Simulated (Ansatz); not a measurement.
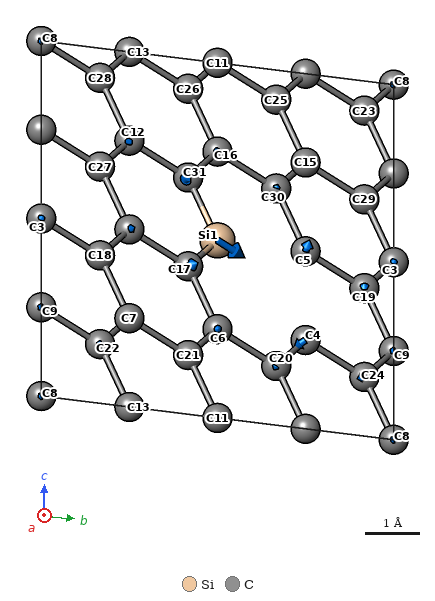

This is a relaxation of a defect cell of composition SiC30. The starting structure is drawn; blue arrows show the displacements, at their true length.

Style: ball-and-stick. Shown: the cell of the calculation (origin shifted), along the a axis.

Case: Si on a C site beside a C vacancy, charge +0, atoms relaxed.

Computed with DFT PBE+D3(BJ), scalar-relativistic, plane waves, PAW (Ansatz). Set-up: plane-wave cutoff 420 eV; k-point mesh 2 × 2 × 2; occupations gaussian; smearing width 0.02 eV; mesh shifted by (0.5, 0.5, 0.5); no spin polarisation; atoms relaxed in a fixed cell; force threshold 0.02 eV/Å; at most 60 steps.

Describe the change and its energy.

The atom that moves furthest is the Si atom (0.69 Å along [−1 2 −1]). By element the largest moves are Si 0.69 Å, C 0.28 Å. The lattice vectors keep their values. Near-neighbour distances that change, for instance: C–Si 2.465 → 3.047 Å, C–Si 2.465 → 1.904 Å, C–Si 1.423 → 1.904 Å, C–C 1.423 → 1.388 Å. New bonds form: C–Si (2.46 → 1.90 Å). Bond angles that change, for instance: C–Si–C 120.0° → 89.1°, Si–C–C 120.0° → 105.4°, Si–C–C 120.0° → 105.5°. The energy falls by 8.588 eV per cell of the calculation in 10 geometry steps. Largest force component: 20 eV/Å at the start, 0.0081 eV/Å at the end. The run took 30 s on 4 threads of AMD EPYC 9R14 (Zen 4) (shared host), peak memory 0.83 GiB.

Limits of the set-up: the periodic images lie only 6.6 Å apart, so the values are limited by the cell's size.
